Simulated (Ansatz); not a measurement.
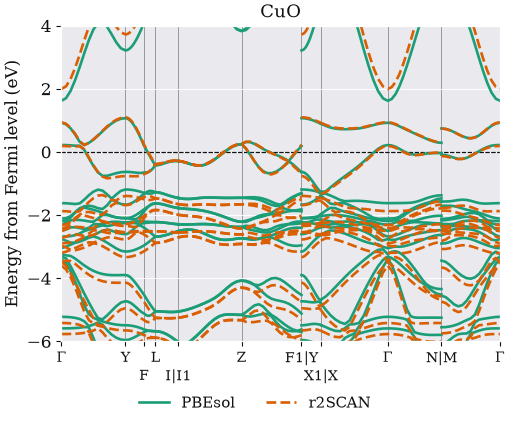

Band structures of CuO, space group Cc (No. 9), 4 atoms in the primitive cell (a = 2.90 Å, b = 2.90 Å, c = 5.13 Å, α = 97.78°, β = 97.78°, γ = 72.32°), by two methods on the same cell. Each is counted from its own Fermi level.

How do the methods compare?

Both give a metal. Levels within 1 eV of the Fermi level in either run differ by 0.03 eV on average and by 0.13 eV at most (at Y). Filled levels 1 to 5 eV under it lie 0.21 eV deeper on average in r2SCAN than in PBEsol.

Settings. PBEsol: Ansatz PAW, no spin polarisation, no spin-orbit coupling, 10×10×5 k mesh, 420 eV cutoff, Fermi-Dirac smearing of 0.05 eV (Ansatz). r2SCAN: Ansatz PAW, no spin polarisation, no spin-orbit coupling, 10×10×5 k mesh, 500 eV cutoff, Fermi-Dirac smearing of 0.05 eV (Ansatz 0.2.0).

In reduced coordinates of the cell that was run, Y is (−0.5, −0.5, 0), F is (−0.525, −0.525, 0.326), L is (−0.5, −0.5, 0.5), I is (−0.634, −0.366, 0.5), I1 is (−0.366, 0.366, 0.5), Z is (0, 0, 0.5), F1 is (−0.475, −0.475, 0.674), X1 is (−0.613, −0.387, 0), X is (−0.387, 0.387, 0), N is (−0.5, 0, 0) and M is (−0.5, 0, 0.5). The run has no spin polarisation, though such a crystal can be magnetic. Semilocal functionals often make such compounds metallic where correlation or magnetic order opens a gap, which also shifts bond lengths. The PAW data sets were made with another functional.
